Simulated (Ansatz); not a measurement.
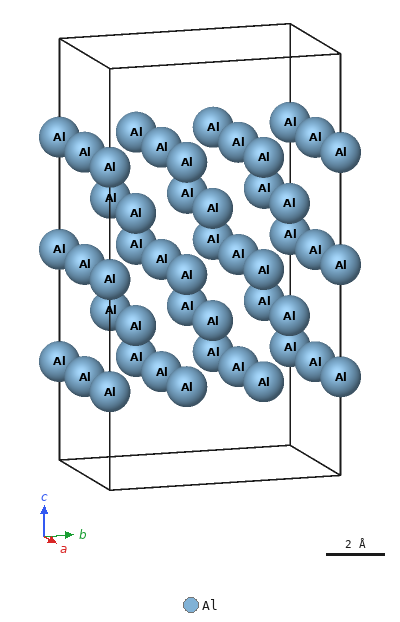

Figure 1. The structure (spheres-only view of the 2 × 3 repeat of the cell, with the vacuum cut short, seen slightly off an axis). An atom can appear more than once, as a periodic image.

Single-point calculation of Al

Al (slab, 5 atoms in the cell), set up with DFT, LDA, plane waves, PAW (Ansatz 0.2.0).

**Input**
```yaml
crystal:
  lattice:
    - [2.8168288156, 0.0, 0.0]
    - [0.0, 2.8168288156, 0.0]
    - [0.0, 0.0, 23.9672]
  atoms:
    - { symbol: Al, position: [0.0, 0.0, 0.3337896162] }
    - { symbol: Al, position: [0.5, 0.5, 0.4168948079] }
    - { symbol: Al, position: [0.0, 0.0, 0.5] }
    - { symbol: Al, position: [0.5, 0.5, 0.5831051921] }
    - { symbol: Al, position: [0.0, 0.0, 0.6662103838] }
kpoints:
  mp_grid: { grid: [14, 14, 1] }
scf:
  occupations: { method: fermi_dirac, width: 0.08 }
  max_iter: 60
hamiltonian:
  xc: lda
  pseudopotentials: { kind: paw }
output:
  forces: true
  stress: true
  eigenvalues: true
  populations: true
efield:
  axis: 3
  amplitude: 0
  dipole_correction: true
ENCUT: 60
```

Launched with:
```bash
ansatz run input.yaml --threads 2 --pin off --max-ram 4096MiB --backend cpu --events-out ev --progress --plain --runs-dir out
```

**Output**
```
Error: YAML parse error: error: line 29 column 1: unknown field `ENCUT`, expected one of crystal, accuracy, basis, kpoints, hamiltonian, magnetization, projection, total_charge, correlation, batch, efield, external_charges, scf, relax, neb, saddle, md, ramp, phonons, dielectric, real_time, elastic, magnetic_configurations, gw, evaluate, workflow, output, checkpoint, execution
  --> <input>:29:1
   |
27 |   amplitude: 0
28 |   dipole_correction: true
29 | ENCUT: 60
   | ^ unknown field `ENCUT`, expected one of crystal, accuracy, basis, kpoints, hamiltonian, magnetization, projection, total_charge, correlation, batch, efield, external_charges, scf, relax, neb, saddle, md, ramp, phonons, dielectric, real_time, elastic, magnetic_configurations, gw, evaluate, workflow, output, checkpoint, execution
```

**Outcome**

| quantity | value |
| --- | --- |
| outcome | refused by the program |
| hardware | 2 threads of Arm Neoverse V1, 24 GiB of memory available, shared host |

**Diagnosis**

The input was spoiled on purpose: a keyword of another program (`ENCUT`). The program refused the input: “YAML parse error: error: line 29 column 1: unknown field `ENCUT`, expected one of crystal, accuracy, basis, kpoints, hamiltonian, magnetization, projection, total_charge, correlation, batch, efield, external_charges, scf, relax, neb, saddle, md, ramp, phonons, dielectric, real_time, elastic, magnetic_configurations, …”
